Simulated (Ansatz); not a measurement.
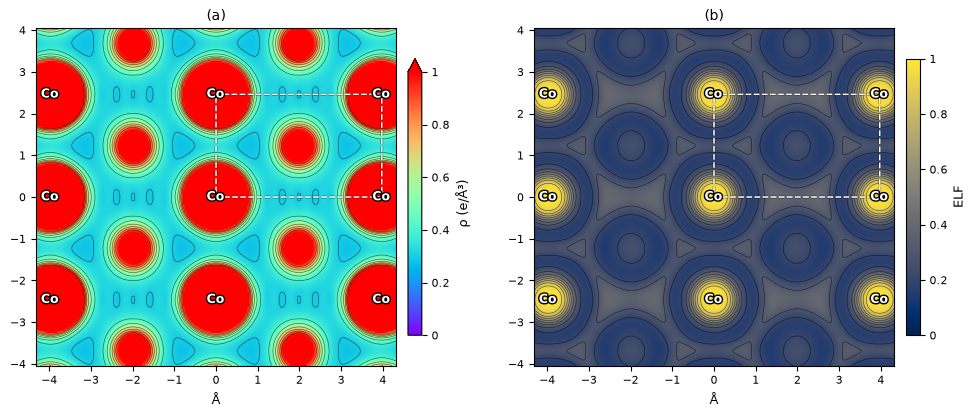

Figure 1: Co. (a) valence electron density; (b) ELF on the (11̄0) plane of the conventional cell.

Space group P6₃/mmc; set up as Co, beta-Sn type; a generated structure, not necessarily the stable one; spin-polarised.

The calculation used DFT, m-r2SCAN, plane waves (500 eV) with PAW, scalar-relativistic in Ansatz 0.2.0.

Core electrons are frozen (PAW), and the valence fields are smoothed inside the atomic spheres.

> What do the fields say about this system?

The plane passes through Co nuclei. Atoms just off the plane (Co, 0.7 Å away) can leave unmarked features too. Co–Co (2.46 Å): ρ is about 0.35 e/Å³ halfway; the ELF is about 0.25 at the midpoint; no localised pair shows between them. Between the atoms the lowest density in this plane is 0.28 e/Å³. The features right at Co lie inside the PAW spheres, where the map follows smoothed inner orbitals and isn't to be read closely.

> Which magnetic arrangement did the calculation end in?

Parallel moments (a ferromagnetic arrangement) in this solution; site moments Co: +1.6 μB (×2) in one cell of 2 atoms.
